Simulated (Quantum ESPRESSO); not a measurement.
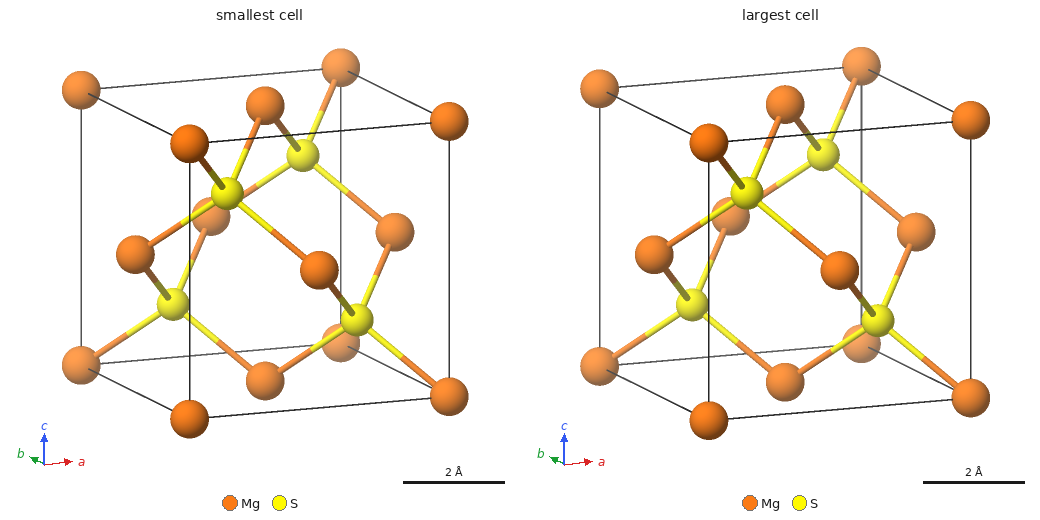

MgS, zinc blende type, space group F-43m (No. 216), relaxed (cell and atoms, zero pressure) with five choices of dispersion term on top of PBEsol; the smallest and the largest of the relaxed conventional cells are drawn to one scale (sticks follow a distance rule). The start was a structure listed in the Materials Project. It needn't be the stable form of this composition.

Alike in all runs: Quantum ESPRESSO 7.5; functional PBEsol; potentials GBRV 1.5 PBEsol; cutoff 612 eV; k mesh 8 × 8 × 8 on the run's cell of 2 atoms; occupations fermi-dirac, width 0.05 eV; no spin polarisation; no spin-orbit coupling.

```tsv
level	volume (Å³/atom)	a (Å)	gap (eV)
none	22.53	5.648	3.33
D3(BJ)	21.95	5.600	3.46
D3	22.06	5.609	3.43
rVV10	22.07	5.610	3.27
D4	?	?	?
```

Question: What does D4 give?

Answer: Volume 22.16 Å³/atom; a 5.618 Å; gap 3.41 eV. That is between rVV10 and none in volume.

Question: Order the levels by the relaxed volume, smallest first.

Answer: D3(BJ) (21.95 Å³/atom), D3 (22.06 Å³/atom), rVV10 (22.07 Å³/atom), D4 (22.16 Å³/atom), none (22.53 Å³/atom). Rows within a few tenths of a per cent can't be told apart.

Gaps are the least found on the k-mesh, which can miss the band edges.

Caveat: semilocal functionals give gaps below the measured ones.
